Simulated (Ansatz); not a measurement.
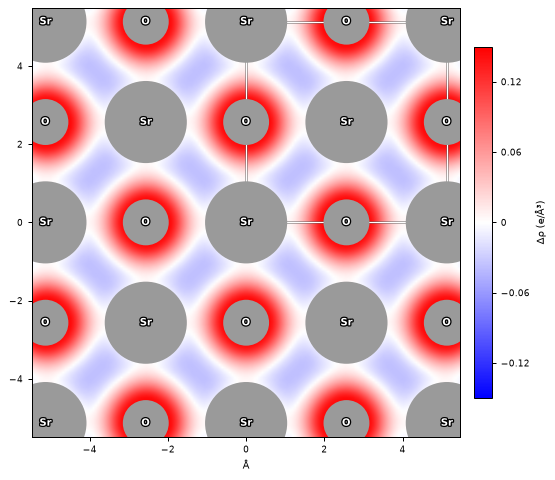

SrO. Density of the crystal less the sum of free-atom densities: a map on the (001) plane of the conventional cell, with grey discs over the atomic cores. Cores are masked to 1.0 Å (Sr) and 0.6 Å (O).

Space group Fm-3m; the calculation finds a residual pressure of about 3 GPa at this fixed cell.

All numbers below come from DFT PBE, scalar-relativistic, plane waves, PAW (Ansatz).

In a PAW calculation such maps are meaningful between the atoms, not at the nuclei.

> Where does charge go when the atoms form this crystal?

O–Sr (2.57 Å): Δρ is +0.017 e/Å³ at the midpoint, so little or no bond charge builds up halfway.
- Over the whole cell, outside the masked cores, the largest gain lies at the edge of the masked core of O, and the largest loss, 0.05 e/Å³, lies 2.2 Å from a strontium nucleus and 2.2 Å from an oxygen one.
- The rearranged charge, half the integral of |Δρ|, is about 0.29 e an atom.
- Bader charges: Sr +1.48 and O −1.48 e.
